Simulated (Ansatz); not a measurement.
A series of calculations on TiAl$_{2}$

## 1. Relaxation

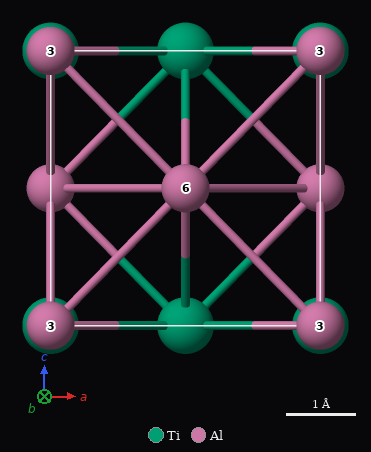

Starting structure of a crystal of TiAl₂ (set up in Cmmm) (coarse preliminary run). Style: ball-and-stick. Shown: the conventional cell (2 times the calculation's cell), along the b axis. Lengths and directions refer to the drawn axes.

Level of theory: Ansatz 0.2.0, DFT PBEsol, scalar-relativistic, plane waves, PAW.

Input
```yaml
crystal:
  lattice:
    - [1.97955, -6.0472, 0.0]
    - [1.97955, 6.0472, 0.0]
    - [0.0, 0.0, 4.0315]
  atoms:
    - { symbol: Ti, position: [0.649, 0.351, 0.0] }
    - { symbol: Ti, position: [0.351, 0.649, 0.0] }
    - { symbol: Al, position: [0.0, 0.0, 0.0] }
    - { symbol: Al, position: [0.824, 0.176, 0.5] }
    - { symbol: Al, position: [0.176, 0.824, 0.5] }
    - { symbol: Al, position: [0.5, 0.5, 0.5] }
basis:
  ecutwfc: 420
kpoints:
  mp_grid: { grid: [6, 6, 6] }
hamiltonian:
  xc: pbesol
scf:
  occupations: { method: gaussian, width: 0.1 }
output:
  forces: true
  stress: true
  eigenvalues: true
relax:
  adjacent_minimum: "off"
  f_tol: 0.05
  max_steps: 80
  cell: { stress_tol: 0.5 }
```

Launched with:
```bash
ansatz run input.yaml --threads 1 --pin off --max-ram 2560MiB --backend cpu --events-out ev --progress --plain --runs-dir out
```

### Where does the relaxation end?

The energy falls by 0.118 eV per cell of the calculation in 2 accepted moves (4 points after the start). The largest force component goes from 0.84 to 0.023 eV/Å. The pressure goes from −2.77 to 0.17 GPa. The line search rejected the trial step at point 1 of the run. The SCF was repeated once at an unchanged geometry on a basis and grid sized afresh for the cell, which shifted the energy by 0.8 meV per cell of the calculation at most. The largest moves relative to the cell, 0.090 Å, are those of Ti1 and Ti2. Ti2 goes along +b. By element the largest moves are Ti 0.090 Å, Al 0.036 Å. The drawn cell changes as follows: a 3.959 → 3.896 Å (−1.6 %), b 12.094 → 12.044 Å (−0.4 %), c 4.032 → 3.975 Å (−1.4 %); the volume changes by −3.4 %. Among the contacts that change: Ti1–Ti2 3.144 → 2.979 Å, Ti1–Al4 2.923 → 2.858 Å, Al4–Al6 2.907 → 2.852 Å, Ti1–Al5 2.844 → 2.790 Å. The space group stays Cmmm (No. 65). Cost: 42 s on 1 thread of Intel(R) Xeon(R) Platinum 8488C (Sapphire Rapids) (shared host), peak memory 0.47 GiB.

After the run, drawn alike:

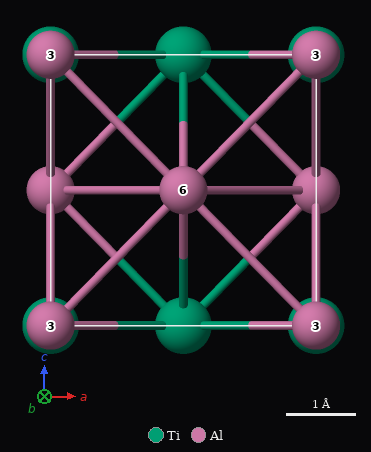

## 2. Relaxation

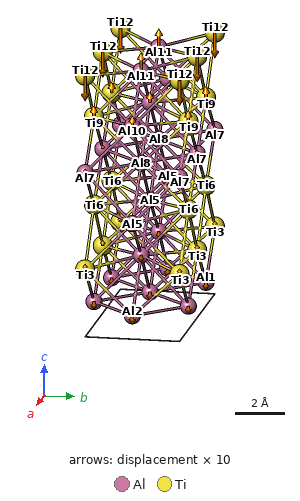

This is a relaxation of a slab of composition TiAl₂ (cut from the Cmmm phase). The starting structure is drawn; orange arrows show the displacements, 10 times their true length.

A ball-and-stick model of the 2 × 1 repeat of the cell, outlined in the plane, without the vacuum, seen slightly off an axis.

Case: (0 1 0) slab, atoms relaxed. The slab is the (0 1 0) face of TiAl2.

All numbers below come from Ansatz, DFT PBEsol, scalar-relativistic, plane waves, PAW.

The input:
```yaml
crystal:
  lattice:
    - [3.9006678799, 0.0, 0.0]
    - [0.0, 3.9724249773, 0.0]
    - [0.0, 0.0, 25.1697036736]
  atoms:
    - { symbol: Al, position: [0.5, 0.0, 0.2979772864] }
    - { symbol: Al, position: [0.0, 0.5, 0.2979772864] }
    - { symbol: Ti, position: [0.0, 0.0, 0.3727834778] }
    - { symbol: Al, position: [0.5, 0.5, 0.3807725326] }
    - { symbol: Al, position: [0.0, 0.5, 0.4546078495] }
    - { symbol: Ti, position: [0.5, 0.0, 0.4625969043] }
    - { symbol: Al, position: [0.0, 0.0, 0.5374030957] }
    - { symbol: Al, position: [0.5, 0.5, 0.5374030957] }
    - { symbol: Ti, position: [0.5, 0.0, 0.612209287] }
    - { symbol: Al, position: [0.0, 0.5, 0.6201983419] }
    - { symbol: Al, position: [0.5, 0.5, 0.6940336588] }
    - { symbol: Ti, position: [0.0, 0.0, 0.7020227136] }
basis:
  ecutwfc: 420
kpoints:
  mp_grid: { grid: [9, 9, 1] }
hamiltonian:
  xc: pbesol
scf:
  occupations: { method: gaussian, width: 0.1 }
output:
  forces: true
  eigenvalues: true
  write_density: true
  write_potential: true
  elf: true
  volumetric_format: npy
relax:
  adjacent_minimum: "off"
  f_tol: 0.02
  max_steps: 60
efield:
  axis: 3
  dipole_correction: true
  ramp_width: 0.04
```

Launched with:
```bash
ansatz run input.yaml --threads 1 --pin off --max-ram 2560MiB --backend cpu --events-out ev --progress --plain --runs-dir out
```

**Atoms of which element are displaced furthest, and by how much?**

Titanium: up to 0.11 Å, against 0.08 Å for aluminium.

**Describe the change and its energy.**

The atom that moves furthest relative to the layer's centre is Ti12 (0.11 Å along the normal (−c)). Largest moves by element: Ti 0.11 Å, Al 0.08 Å. The lattice vectors keep their values. Among the contacts that change: Ti9–Ti12 2.986 → 2.867 Å, Al10–Ti12 2.861 → 2.749 Å, Al2–Ti3 2.737 → 2.782 Å, Al1–Ti3 2.711 → 2.753 Å. The energy falls by 89.3 meV per cell of the calculation in 3 geometry steps. Largest force component: 0.79 eV/Å at the start, 0.0084 eV/Å at the end. The run took 4.2 min on 1 thread of Intel(R) Xeon(R) Platinum 8488C (Sapphire Rapids), on a shared host, peak memory 0.75 GiB.

## 3. A change

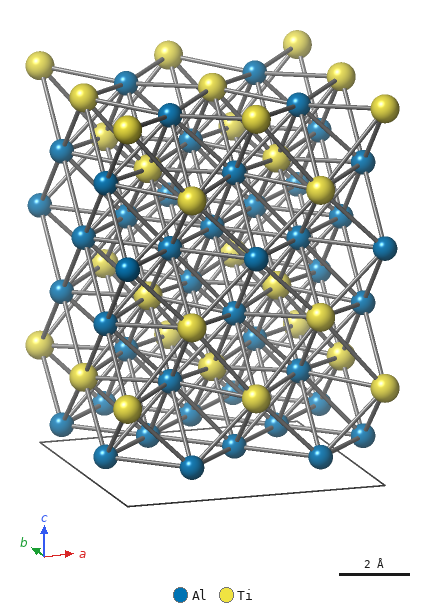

Reference structure: a (0 1 0) slab of TiAl2 as cut from the relaxed bulk. Style: ball-and-stick. Shown: the 2 × 2 repeat of the cell, outlined in the plane, without the vacuum, slightly off an axis.

Method: DFT PBEsol, scalar-relativistic, plane waves, PAW in Ansatz 0.2.0. (plane-wave cutoff 420 eV; occupations gaussian; smearing width 0.1 eV; no spin polarisation) The k-mesh is chosen for each cell (9×9×6, 9×9×1).

Now this is done to it. The atoms of the slab are relaxed at the bulk's in-plane cell.

### What is the effect?

The surface energy (mean of the two faces) falls from 1.92 to 1.87 J/m². The top spacing, between the TiAl and TiAl planes, goes from 2.06 to 2.00 Å (−3.0 %), the bottom one (Al2 to TiAl) from 1.98 to 2.02 Å (+1.7 %). The lattice vectors keep their values. A Ti atom moves most relative to the layer's centre: 0.11 Å along the normal (−c). By element the largest moves are Ti 0.11 Å, Al 0.08 Å. Among the bonded contacts that change: Ti–Ti 2.986 → 2.867 to 2.965 Å, Al–Ti 2.861 → 2.749 to 2.885 Å, Al–Ti 2.737 → 2.743 to 2.782 Å, Al–Ti 2.711 → 2.724 to 2.753 Å.

Drawn alike, the variant:

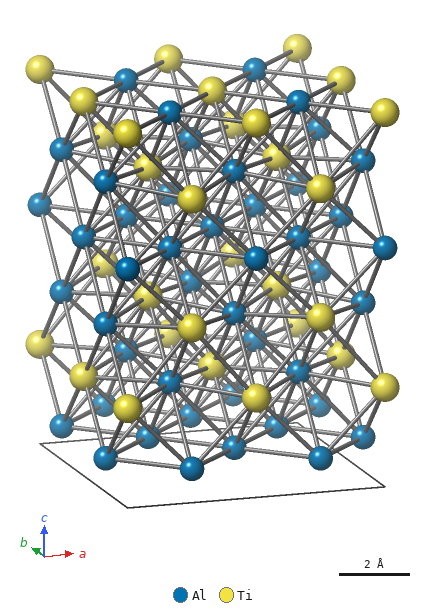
